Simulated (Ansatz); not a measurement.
Input file:

```
crystal:
  lattice:
    - [4.093731275, 0.0, 0.0]
    - [-2.0468656375, 3.5452752804, 0.0]
    - [0.0, 0.0, 3.828681458]
  atoms:
    - { symbol: B, position: [0.0, 0.0, 0.0] }
    - { symbol: B, position: [0.0, 0.0, 0.5] }
    - { symbol: B, position: [0.3333333333, 0.6666666667, 0.75] }
    - { symbol: B, position: [0.6666666667, 0.3333333333, 0.25] }
    - { symbol: P, position: [0.3333333333, 0.6666666667, 0.25] }
    - { symbol: P, position: [0.6666666667, 0.3333333333, 0.75] }
basis:
  ecutwfc: 500
kpoints:
  mp_grid: { grid: [12, 12, 10] }
hamiltonian:
  xc: r2scan
scf:
  occupations: { method: gaussian, width: 0.1 }
output:
  forces: true
  stress: true
  eigenvalues: true
  write_density: true
  write_potential: true
  elf: true
  volumetric_format: npy
relax:
  adjacent_minimum: "off"
  f_tol: 0.01
  max_steps: 60
  cell: { stress_tol: 0.1 }
```

Launched as:

```sh
ansatz run input.yaml --threads 1 --pin off --max-ram 2560MiB --backend cpu --events-out ev --progress --plain --runs-dir out
```

Below, planes, directions and counts refer to the conventional cell (a = 4.36 Å, b = 4.36 Å, c = 3.65 Å, α = 90.00°, β = 90.00°, γ = 120.00°).

The fields are those of the run's last geometry, not of the input's.

Space group P6₃/mmc.

The calculation used DFT r2SCAN, scalar-relativistic, plane waves, PAW in Ansatz.

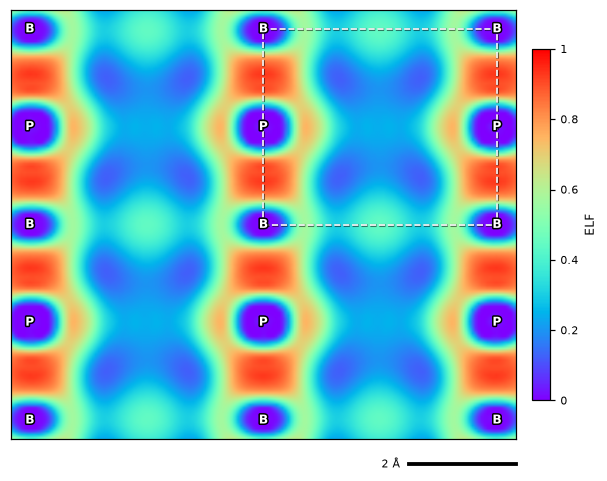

B2P. ELF on the (010) plane of the conventional cell.

Core electrons are frozen (PAW), and the valence fields are smoothed inside the atomic spheres.

Interpret the plot.

Answer. The section cuts through B and P sites.
B–P (1.83 Å): the ELF peaks at about 0.95 between the atoms.
